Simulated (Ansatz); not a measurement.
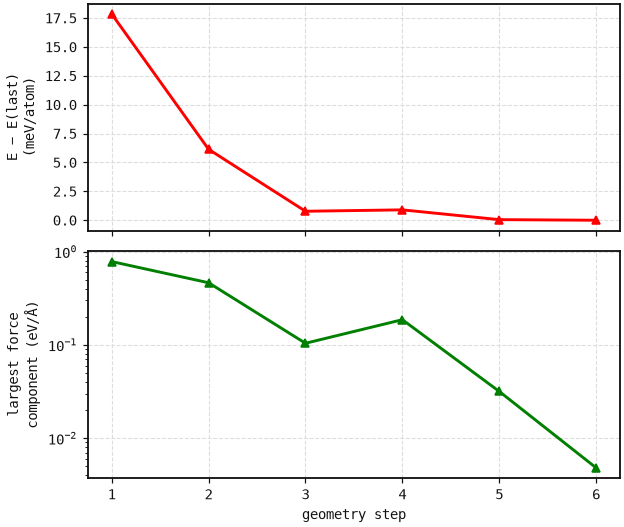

History of a geometry optimisation. Only the atoms move.

The run: SiO$_{2}$ (P4_12_12, 36 atoms in the cell; volume scaled by 0.95, ions relaxed), by Ansatz, DFT, PBE, plane-wave PAW, default files, scalar-relativistic; cutoff 420 eV, 3×3×3 k-mesh, Fermi–Dirac smearing of 0.02 eV.

**How did the optimisation end?**

The optimisation met its thresholds at geometry 6, counting the start as the first. The energy fell by about 18 meV/atom from the first step to the last. Step 4 went uphill and was rejected by the line search. The largest force component goes from about 0.78 eV/Å at the start to 5 × 10⁻³ eV/Å at the end.
